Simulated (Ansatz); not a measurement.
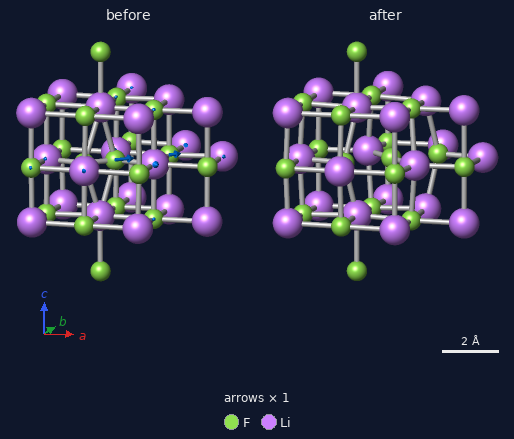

The structure of a defect cell of composition F₃₃Li₃₂ before (left) and after (right) a relaxation, at one scale. The blue arrows give the displacements, at their true length.

A ball-and-stick model of the atoms within 4.2 Å of the atom that moves most (axes of the cell of the calculation (origin shifted)), seen slightly off an axis.

The atoms of the start lie slightly off their symmetric places, so part of the fall in energy undoes that.

Theory: DFT, PBEsol, PAW, plane waves in Ansatz. Set-up: plane-wave cutoff 420 eV; k-point mesh 1 × 1 × 1; mesh shifted by (0.25, 0.25, 0.25); collinear spin; atoms relaxed in a fixed cell; force threshold 0.03 eV/Å; at most 80 steps.

Q: Summarise the run.

A: The largest move is that of an F atom, 0.80 Å along [1 1 0]. Largest moves by element: F 0.80 Å, Li 0.36 Å. The cell doesn't change. Some distances before and after: F–F 1.255 → 1.931 Å, F–Li 1.982 → 2.602 Å, F–Li 2.012 → 2.602 Å, F–Li 2.055 → 2.425 Å. Bonds break, among them: F–F (1.25 → 1.93 Å), F–Li (1.98 → 2.60 Å). Among the angles between lasting bonds that change: Li–F–Li 119.5° → 179.8°, F–Li–F 166.4° → 127.9°, F–Li–F 163.9° → 127.9°. After 7 accepted moves (8 points after the start) the energy has fallen by 7.264 eV per cell of the calculation. The largest force component goes from 24 to 0.012 eV/Å. The line search rejected the trial step at point 6 of the run.

Limits of the set-up: the periodic images lie only 8.0 Å apart, so the values are limited by the cell's size.
